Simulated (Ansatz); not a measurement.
## Run report: TiO, single-point calculation

TiO (P-6m2, 2 atoms in the cell), computed with DFT r2SCAN+U, scalar-relativistic, plane waves, PAW, Ueff = 4 eV on Ti d, spin-polarised (Ansatz 0.2.0).

The structure derives from an entry of the Crystallography Open Database. Figures and captions count atoms from 1; the log counts them from 0 in places.

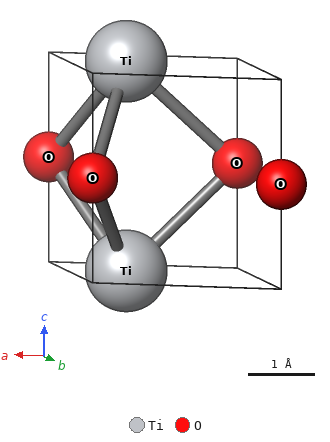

*The structure as given in the input (ball-and-stick view of the cell of the calculation, seen at an oblique angle).*

Near neighbours in the crystal (not all of them lie inside the picture): Ti has 6 O at 2.38 Å; O has 6 Ti at 2.38 Å.

## Summary

| quantity | value |
| --- | --- |
| outcome | converged |
| space group (tolerance 0.01 Å) | P-6m2 (187) |
| electrons treated | 18 |
| free energy | −3071.6768 eV |
| Fermi energy | 11.923 eV |
| gap on the k-point mesh | none (metallic) |
| net moment of the cell | 2.00 μB |
| integrated absolute moment | 2.11 μB |
| pressure | −19.65 GPa |
| largest force (length of the vector) | under 0.001 eV/Å |
| hardware | 1 thread of Oxide Virtual Turin-like (Zen 5), 32 GiB of memory available, shared host |
| wall time | 14 s |
| peak memory | 0.43 GiB |

The electronic state found may not be the lowest one. Notes on the run: the state was not tested for a lower one.

## The input
```yaml
crystal:
  lattice:
    - [3.0309987015, 0.0, 0.0]
    - [-1.5154993507, 2.6249218743, 0.0]
    - [0.0, 0.0, 3.2377]
  atoms:
    - { symbol: Ti, position: [0.6666666667, 0.3333333333, 0.0], spin: 1.0 }
    - { symbol: O, position: [0.0, 0.0, 0.5] }
basis:
  ecutwfc: 500
kpoints:
  mp_grid: { grid: [6, 6, 6] }
hamiltonian:
  xc: r2scan
  hubbard: { sites: [{ species: Ti, l: d, u_eff: 4.0 }] }
scf:
  occupations: { method: gaussian, width: 0.1 }
  lower_state_search: "off"
output:
  forces: true
  stress: true
  eigenvalues: true
  populations: true
magnetization:
  spin_polarized: true
```

Command:
```bash
ansatz run input.yaml --threads 1 --pin off --max-ram 2560MiB --backend cpu --events-out ev --progress --plain --runs-dir out
```

## The program's output
```
Ti: projections on atomic orbitals take those of the free atom [Ne] 3s2 3p6 3d2 4s2, of charge +0.00 (hamiltonian.pseudopotentials.projection_atoms); the dataset's partial waves leave at most 4.1e-7 of an orbital's norm unspanned inside its sphere
O: projections on atomic orbitals take those of the free atom [He] 2s2 2p4, of charge +0.00 (hamiltonian.pseudopotentials.projection_atoms); the dataset's partial waves leave at most 1.9e-8 of an orbital's norm unspanned inside its sphere
Engine: ansatz 0.2.0, x86_64-unknown-linux-gnu
Pseudopotentials: kind: paw
Pseudopotential: Ti, paw, valence charge 12, recommended cutoff 500 eV (meta_gga), Ti.paw.azcp
Pseudopotential: O, paw, valence charge 6, recommended cutoff 500 eV (meta_gga), O.paw.azcp
Functional definition: r2SCAN
  parameter k0 = 0.174
  parameter k1 = 0.065
  parameter a1 = 4.9479
  exchange = r2scan_x(k0 = k0, k1 = k1, a1 = a1)
  correlation = r2scan_c
Crystal: 2 atoms, lattice volume = 25.760 Å³
Basis set: ecut = 500 eV, 647 PW (Γ), exchange–correlation on 96×96×96 points (64 copies of the dense FFT grid, shifted against one another)
Bands: 14, of which v1, the nominal top of the filled ones, is band 9 counted from 1 (8 counted from 0)
Symmetry: 12 space group operations
Space group: P-6m2 (ITA 187), of the structure as read, at distance tolerance 3.0e-5 Å
Magnetic group: BNS 187.209 (UNI 1439), of the structure as read, at distance tolerance 3.0e-5 Å
k-points: 28 of 216 (time reversal used)
Non-local potential: Ti, projectors of the file, l = 0: 3, l = 1: 2, l = 2: 3, l = 3: 1
Non-local potential: O, projectors of the file, l = 0: 2, l = 1: 2, l = 2: 1
PAW form: soft (Blöchl's): semilocal exchange-correlation on the pseudo side does not see the compensation charge
PAW frozen core: Ti, regenerated for the run's functional (the file was generated under x = pbe(κ = 0.804, μ = 0.2195149727645171), c = pbe(β = 0.06672455060314922))
PAW frozen core: O, regenerated for the run's functional (the file was generated under x = pbe(κ = 0.804, μ = 0.2195149727645171), c = pbe(β = 0.06672455060314922))
PAW one-centre angular grid: Ti, 590 points (default); XC on 160 Gauss nodes
PAW one-centre angular grid: O, 302 points (default); XC on 160 Gauss nodes
Initial density: superposition of atomic densities (chi_scale 0.1, normalization cell, long waves kept (reshape's long-wave potential 0.00 eV rms))
Starting moments: Σ|m| = 1 μB on 1 of 2 sites
Initial wavefunctions: pseudopotential atomic-orbital guess
Functional: x = r2scan, c = r2scan; τ floored in thin density (d = 2e-4 eV/Å³)
SCF iter   1: F=-3069.829729 eV  HF=-3070.504471 eV  |F-HF|=6.75e-1  |Δ(HF+E_count)|=         —  Δρ=5.22e-2 (↑5.22e-2 ↓4.14e-2)  dr2=1.62e0  dr2_τ=1.37e-2  dr2_m=7.10e-2  M=0.869 μB ∫|m|=1.070 μB  β_m=0.30  ethr=3.10e-3  ⟨swp⟩=4.6  Hψ=3873  notcnv=0
preconditioner: auto → none  [metal: Δε(μ)=0.002 eV  Ē_g=9.397 eV  σ=0.100 eV  W_gap=0.01  n_scr=8 (ndim 8)  ℏωp=23.1 eV  f_vac=0.000  D(μ)=4.41/eV (n_scr^D=70)  sad-step TF]
SCF iter   2: F=-3070.933505 eV  HF=-3070.653358 eV  |F-HF|=2.80e-1  |Δ(HF+E_count)|=   1.49e-1  Δρ=2.95e-2 (↑2.95e-2 ↓1.78e-2)  dr2=2.89e-1  dr2_τ=8.29e-3  dr2_m=4.14e-2  M=1.003 μB ∫|m|=1.135 μB  β_m=1.00  ethr=3.10e-3  ⟨swp⟩=2.0  Hψ=1688  notcnv=0  defer=29  κ⁻¹=1.0e0(r=1)
SCF iter   3: F=-3071.242319 eV  HF=-3070.919605 eV  |F-HF|=3.23e-1  |Δ(HF+E_count)|=   2.66e-1  Δρ=2.54e-2 (↑2.54e-2 ↓1.48e-2)  dr2=9.43e-2  dr2_τ=4.56e-3  dr2_m=6.61e-2  M=1.415 μB ∫|m|=1.495 μB  β_m=1.00  ethr=1.60e-3  ⟨swp⟩=2.4  Hψ=1492  notcnv=0  defer=29  κ⁻¹=3.5e-2(r=2)
SCF iter   4: F=-3071.454413 eV  HF=-3071.169750 eV  |F-HF|=2.85e-1  |Δ(HF+E_count)|=   2.50e-1  Δρ=1.31e-2 (↑1.31e-2 ↓1.10e-2)  dr2=1.32e-2  dr2_τ=1.66e-3  dr2_m=2.91e-2  M=1.703 μB ∫|m|=1.752 μB  β_m=1.00  ethr=5.24e-4  ⟨swp⟩=2.7  Hψ=1827  notcnv=0  defer=29  κ⁻¹=1.1e-2(r=3)
SCF iter   5: F=-3071.614333 eV  HF=-3071.358051 eV  |F-HF|=2.56e-1  |Δ(HF+E_count)|=   1.88e-1  Δρ=1.18e-2 (↑1.18e-2 ↓8.49e-3)  dr2=8.07e-3  dr2_τ=1.25e-3  dr2_m=2.21e-2  M=1.921 μB ∫|m|=1.964 μB  β_m=1.00  ethr=7.31e-5  ⟨swp⟩=2.0  Hψ=1872  notcnv=0  defer=30  κ⁻¹=1.6e-3(r=4)
SCF iter   6: F=-3071.665680 eV  HF=-3071.488826 eV  |F-HF|=1.77e-1  |Δ(HF+E_count)|=   1.31e-1  Δρ=6.26e-3 (↑6.26e-3 ↓3.09e-3)  dr2=8.05e-3  dr2_τ=2.28e-4  dr2_m=3.55e-3  M=1.991 μB ∫|m|=2.042 μB  β_m=1.00  ethr=4.48e-5  ⟨swp⟩=2.0  Hψ=1699  notcnv=0  defer=30  κ⁻¹=2.3e-4(r=5)
SCF iter   7: F=-3071.678059 eV  HF=-3071.575767 eV  |F-HF|=1.02e-1  |Δ(HF+E_count)|=   8.69e-2  Δρ=2.67e-3 (↑2.67e-3 ↓1.16e-3)  dr2=1.81e-3  dr2_τ=4.20e-5  dr2_m=3.36e-4  M=1.991 μB ∫|m|=2.053 μB  β_m=1.20  ethr=4.47e-5  ⟨swp⟩=2.4  Hψ=1836  notcnv=0  defer=29
Mixer restart at iter 7: flushing history
spin-set hold released at iteration 7 (site moments contracting): the magnetisation degrees of freedom join the quasi-Newton model from the next iteration; the mixer history was flushed
SCF iter   8: F=-3071.689304 eV  HF=-3071.628780 eV  |F-HF|=6.05e-2  |Δ(HF+E_count)|=   5.30e-2  Δρ=3.22e-3 (↑3.22e-3 ↓1.20e-3)  dr2=2.47e-3  dr2_τ=4.50e-5  dr2_m=3.66e-4  M=1.995 μB ∫|m|=2.062 μB  β_m=1.20  ethr=1.00e-5  ⟨swp⟩=2.3  Hψ=1497  notcnv=0  defer=29  κ⁻¹=1.0e0(r=1)
SCF iter   9: F=-3071.724592 eV  HF=-3071.696624 eV  |F-HF|=2.80e-2  |Δ(HF+E_count)|=   6.78e-2  Δρ=6.13e-3 (↑6.13e-3 ↓2.35e-3)  dr2=8.32e-3  dr2_τ=1.35e-4  dr2_m=8.78e-4  M=2.000 μB ∫|m|=2.080 μB  β_m=1.20  ethr=1.00e-5  ⟨swp⟩=2.0  Hψ=1714  notcnv=0  defer=29  κ⁻¹=1.9e-2(r=2)
SCF iter  10: F=-3071.712799 eV  HF=-3071.690213 eV  |F-HF|=2.26e-2  |Δ(HF+E_count)|=   6.41e-3  Δρ=5.65e-3 (↑5.65e-3 ↓2.15e-3)  dr2=7.41e-3  dr2_τ=1.54e-4  dr2_m=7.70e-4  M=2.000 μB ∫|m|=2.081 μB  β_m=1.20  ethr=1.00e-5  ⟨swp⟩=1.7  Hψ=1297  notcnv=0  defer=29  κ⁻¹=1.3e-2(r=3)
SCF iter  11: F=-3071.675367 eV  HF=-3071.676851 eV  |F-HF|=1.48e-3  |Δ(HF+E_count)|=   1.34e-2  Δρ=2.45e-3 (↑2.45e-3 ↓1.36e-3)  dr2=3.49e-3  dr2_τ=4.97e-5  dr2_m=1.55e-4  M=2.000 μB ∫|m|=2.100 μB  β_m=1.20  ethr=1.00e-5  ⟨swp⟩=2.1  Hψ=1764  notcnv=0  defer=29  κ⁻¹=6.2e-4(r=4)
SCF iter  12: F=-3071.676695 eV  HF=-3071.676497 eV  |F-HF|=1.98e-4  |Δ(HF+E_count)|=   3.55e-4  Δρ=1.01e-3 (↑8.91e-4 ↓1.01e-3)  dr2=4.71e-4  dr2_τ=1.52e-5  dr2_m=6.12e-5  M=2.000 μB ∫|m|=2.101 μB  β_m=1.20  ethr=1.00e-5  ⟨swp⟩=2.2  Hψ=1784  notcnv=0  defer=30  κ⁻¹=5.2e-4(r=5)
SCF iter  13: F=-3071.676885 eV  HF=-3071.676751 eV  |F-HF|=1.35e-4  |Δ(HF+E_count)|=   2.54e-4  Δρ=4.25e-4 (↑4.03e-4 ↓4.25e-4)  dr2=6.47e-5  dr2_τ=2.35e-6  dr2_m=5.80e-6  M=2.000 μB ∫|m|=2.102 μB  β_m=1.20  ethr=2.62e-6  ⟨swp⟩=2.1  Hψ=1217  notcnv=0  defer=29  κ⁻¹=4.7e-4(r=6)
SCF iter  14: F=-3071.676861 eV  HF=-3071.676817 eV  |F-HF|=4.44e-5  |Δ(HF+E_count)|=   6.64e-5  Δρ=2.44e-4 (↑2.44e-4 ↓2.24e-4)  dr2=1.64e-5  dr2_τ=8.50e-7  dr2_m=1.20e-6  M=2.000 μB ∫|m|=2.104 μB  β_m=1.20  ethr=3.60e-7  ⟨swp⟩=2.5  Hψ=1278  notcnv=0  defer=28  κ⁻¹=3.6e-4(r=7)
SCF iter  15: F=-3071.676845 eV  HF=-3071.676840 eV  |F-HF|=4.75e-6  |Δ(HF+E_count)|=   2.28e-5  Δρ=7.74e-5 (↑7.74e-5 ↓6.03e-5)  dr2=1.66e-6  dr2_τ=6.10e-8  dr2_m=1.72e-7  M=2.000 μB ∫|m|=2.105 μB  β_m=1.20  ethr=9.11e-8  ⟨swp⟩=2.0  Hψ=1264  notcnv=0  defer=29  κ⁻¹=5.3e-5(r=8)
SCF iter  16: F=-3071.676846 eV  HF=-3071.676844 eV  |F-HF|=1.50e-6  |Δ(HF+E_count)|=   4.50e-6  Δρ=2.64e-5 (↑2.36e-5 ↓2.64e-5)  dr2=2.26e-7  dr2_τ=5.85e-9  dr2_m=2.21e-8  M=2.000 μB ∫|m|=2.105 μB  β_m=1.20  ethr=9.22e-9  ⟨swp⟩=2.0  Hψ=1261  notcnv=0  defer=30  κ⁻¹=5.4e-6(r=8)
SCF iter  17: F=-3071.676846 eV  HF=-3071.676845 eV  |F-HF|=4.71e-7  |Δ(HF+E_count)|=   8.31e-7  Δρ=2.26e-5 (↑2.26e-5 ↓7.90e-6)  dr2=7.31e-8  dr2_τ=3.28e-9  dr2_m=3.07e-8  M=2.000 μB ∫|m|=2.105 μB  β_m=1.20  ethr=5.56e-10  ⟨swp⟩=6.9  Hψ=3433  notcnv=0  κ⁻¹=2.6e-6(r=8)
iter 18 did not close the SCF: its close was put off for a magnetic moment that had not settled (scf_convergence_deferred on its scf_iter line)
SCF iter  18: F=-3071.676845 eV  HF=-3071.676845 eV  |F-HF|=1.06e-7  |Δ(HF+E_count)|=   2.96e-9  Δρ=1.05e-5 (↑1.05e-5 ↓2.10e-6)  dr2=1.66e-8  dr2_τ=6.24e-10  dr2_m=5.66e-9  M=2.000 μB ∫|m|=2.105 μB  β_m=1.20  ethr=4.06e-10  ⟨swp⟩=4.9  Hψ=3126  notcnv=0  κ⁻¹=2.3e-7(r=8)
SCF iter  19: F=-3071.676845 eV  HF=-3071.676845 eV  |F-HF|=3.31e-8  |Δ(HF+E_count)|=   1.98e-8  Δρ=2.59e-6 (↑2.59e-6 ↓1.55e-6)  dr2=1.71e-9  dr2_τ=5.71e-11  dr2_m=2.38e-10  M=2.000 μB ∫|m|=2.105 μB  ethr=9.20e-11  ⟨swp⟩=1.4  Hψ=2294  notcnv=0
the SCF closed 44.04 meV above the free energy of iteration 9 of the SCF that came to this state, or of a state that it met there and left: the closed state is not the lowest of this functional
SCF 1 converged in 19 iterations: F = -3071.676845 eV  dr2 = 1.71e-9
  greatest PAW one-centre occupation: 1.003 electrons in one spin orbital (limit 2), on the Ti atom at site 0 (counted from 0), in its partial waves of l = 1
```

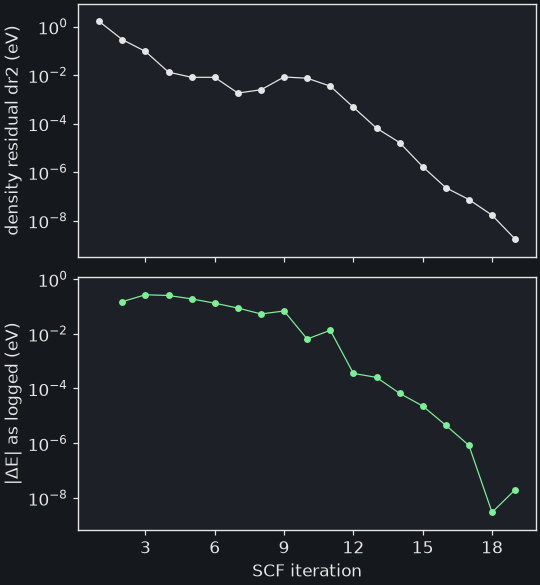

*Convergence of the self-consistent field: density residual dr2 and size of the energy change against the SCF iteration.*

The residual comes down, with one marked jump up, by a factor of about 3, at step 9.

```
this state was not tested for a lower state beside it, because the mixer in use, unlike msr1, does not test its closes by its own steps (another_mixer; see scf.mixing.algorithm and scf.lower_state_search)
SCF converged after 19 iterations
Magnetization: 2.0000 μB (10.0000 up, 8.0000 down)
Absolute magnetization: 2.1055 μB (∫|ρ↑−ρ↓|, with the PAW one-centre terms)
Spin contamination: 0.0251 ħ² per cell (⟨S²⟩ above its minimum at these occupations)
Per-site moments (μB) at R_I (Å): [(1.45897056101236, 0.9833599458457081), (-0.04159148646722103, 0.9833599458457081)]
Free energy (F): -3071.676845 eV
Harris-Foulkes:  -3071.676845 eV  (|F-HF|=3.31e-8)
Internal energy: -3071.669982 eV  (E = F + TS)
E sigma→0 (E₀):  -3071.673414 eV
Entropy (-TS):   -0.006863 eV (-3.432 meV/atom)
Fermi energy:    11.923434 eV
--- Per-component energies (eV) ---
  E_band       = -188.527265
  E_kinetic    = 444.659423
  E_local      = -1118.963509  (includes V_loc(G=0)·N_el)
  E_nonlocal   = 58.123002
  E_hartree    = 433.934645
  E_xc         = -165.551973
  E_vxc        = -237.759049  (∫ρ·V_xc dr)
  E_hubbard    = 2.162285  (on-site DFT+U / exact-exchange correction)
  E_vhub       = -0.696876  (the Hubbard potential's part of the band-sum identity)
  E_paw        = -1217.578882  (= ΣΔE_a)
  E_vpaw       = -218.089874  (= ΣTr[D̂ρ^β])
  E_aug_tail   = 0.001181  (compensation charges beyond the density's cutoff)
  E_vtau       = 16.329028  (kinetic-family band-sum trace: ∫τ·v_τ [+ j·A + Jᵃ·Aᵃ] dr)
  E_ewald      = -1508.170757
  E_core_change = -0.285398  (= ΣΔE_core)
  E_smearing   = -0.006863  (= −TS)
  E_closure    = -0.000000  (closes the sum)
  Σ components = -3071.676845   (vs F -3071.676845, Δ=0.00e0)
--- Forces (eV/Å), atoms counted from 1 ---
  atom   1  Ti     0.00000000     0.00000000     0.00000000
  atom   2  O      0.00000000    -0.00000000     0.00000000
  max |Σ_I F_I| component: 6.36e-17 eV/Å
--- Stress (GPa, compression-positive) ---
      -11.790535       0.000000       0.000000
        0.000000     -11.790535       0.000000
        0.000000       0.000000     -35.357349
  P = ⅓ Tr σ = -19.6461 GPa (-196.461 kbar)
--- Band table (eV; the first three rows and the last of 56) ---
  k-point 0 ↑: bands = ["-49.0090", "-24.1723", "-24.0438", "-24.0438", "-8.4804", "7.7011", "7.7745", "7.7745", "8.1384", "11.6377", "11.6377", "12.2936", "14.9354", "14.9354"]
  k-point 1 ↑: bands = ["-49.0063", "-24.2114", "-24.0414", "-24.0414", "-8.3529", "6.0932", "7.9389", "7.9389", "9.4828", "11.2927", "11.2927", "13.0835", "14.9763", "14.9763"]
  k-point 2 ↑: bands = ["-49.0009", "-24.2884", "-24.0365", "-24.0365", "-8.0869", "4.6501", "8.3655", "8.3655", "10.5399", "10.5707", "10.5707", "14.9796", "14.9796", "14.9854"]
  k-point 27 ↓: bands = ["-46.9651", "-22.9353", "-21.9036", "-21.8835", "-7.5890", "6.3117", "6.4999", "7.1445", "15.1117", "15.5806", "16.6517", "17.0197", "17.5664", "20.7827"]
Occupation matrices written to [file]
--- Löwdin populations: 2 sites ---
  site symbol       q [e]    m [muB]
     0     Ti     10.9353     2.0323
     1      O      6.9575    -0.0654
  spilling = 0.005954 (of n_electrons = 18.000000)
```

## File populations.tsv
```
# site	symbol	l	j	q_up	q_dn
# orbitals = lowdin
# n_electrons = 18.000000
# spilling = 0.005954
# projection_atom_Ti: [Ne] 3s2 3p6 3d2 4s2
# projection_atom_O: [He] 2s2 2p4
0	Ti	0_3S	-	0.975984	0.972492
0	Ti	0_4S	-	0.278174	0.199906
0	Ti	1_3P	-	2.996619	2.993803
0	Ti	2_3D	-	2.233013	0.285297
1	O	0_2S	-	0.916720	0.906849
1	O	1_2P	-	2.529342	2.604634
```

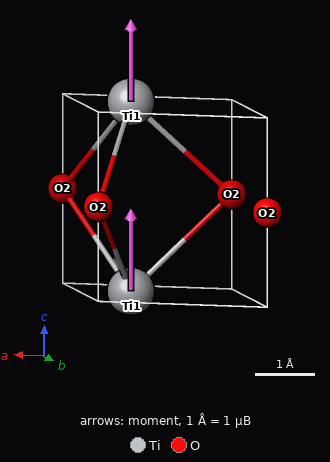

*Magnetic moments of the sites as pink arrows (ball-and-stick view of the cell of the calculation, seen at an oblique angle; atoms are numbered from 1 in the order of the input); small moments hardly show. The run is collinear, so the axis drawn is arbitrary.*

Site moments: Ti1 (1.46 μB). They are counted near the atoms and needn't add up to the moment of the cell.

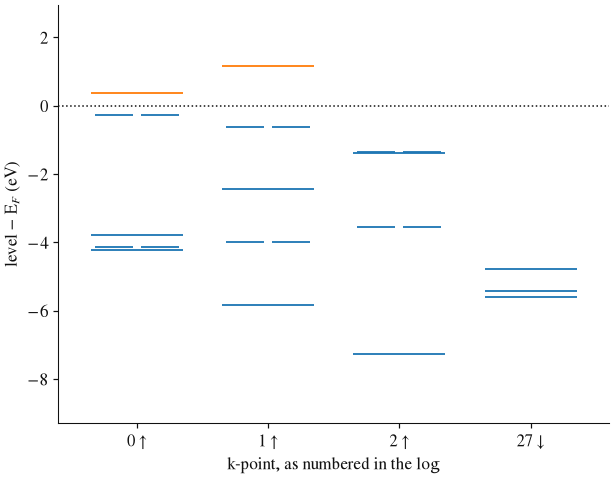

*Kohn–Sham levels near the Fermi level (dotted) at the few k-points that the log prints; levels within 0.02 eV of each other stand side by side.*

The system is metallic on the full mesh.
